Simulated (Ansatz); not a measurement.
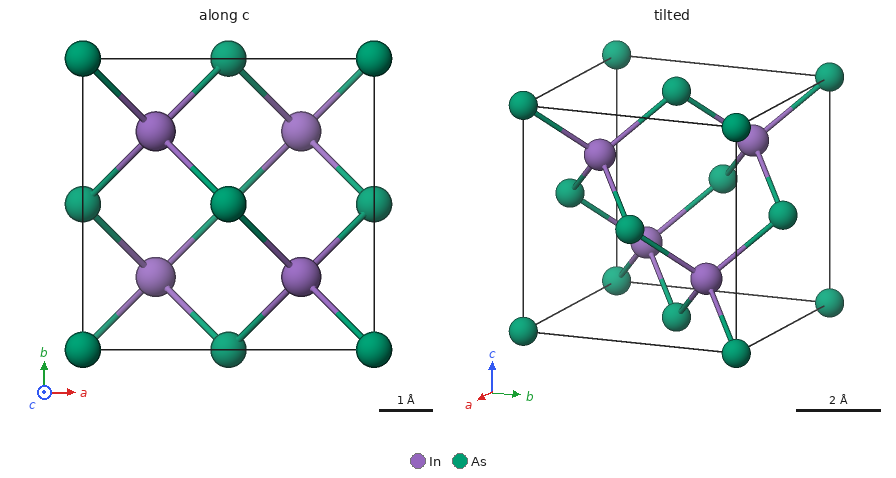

An orthographic ball-and-stick view of the structure, along the c axis and slightly off an axis. The conventional unit cell is outlined; an atom on or near a face, edge or corner is repeated at each equivalent position.

InAs, space group F-43m (No. 216), a = 5.59 Å, b = 5.59 Å, c = 5.59 Å, α = 90.00°, β = 90.00°, γ = 90.00°.

Calculation details: DFT PBE, scalar-relativistic, plane waves, PAW in Ansatz 0.2.0; a kinetic-energy cutoff of 420 eV, k-points about 0.14 Å⁻¹ apart, Gaussian smearing of 0.1 eV, no spin polarisation.

What is the band gap, if any?

A semiconductor at this level, with a gap of 0.98 eV.

Would the cell expand or shrink if it could?

The computed pressure is 30.0 GPa (compressed: it would expand).

Starting structure: a structure listed in the Materials Project. Earlier steps of the study may have refined or changed the cell and positions. It was the input of a calculation with Ansatz.

At this level of theory the cell isn't at rest (compressed, at 30 GPa), so its distances can differ from those at equilibrium, the more so the softer the solid.
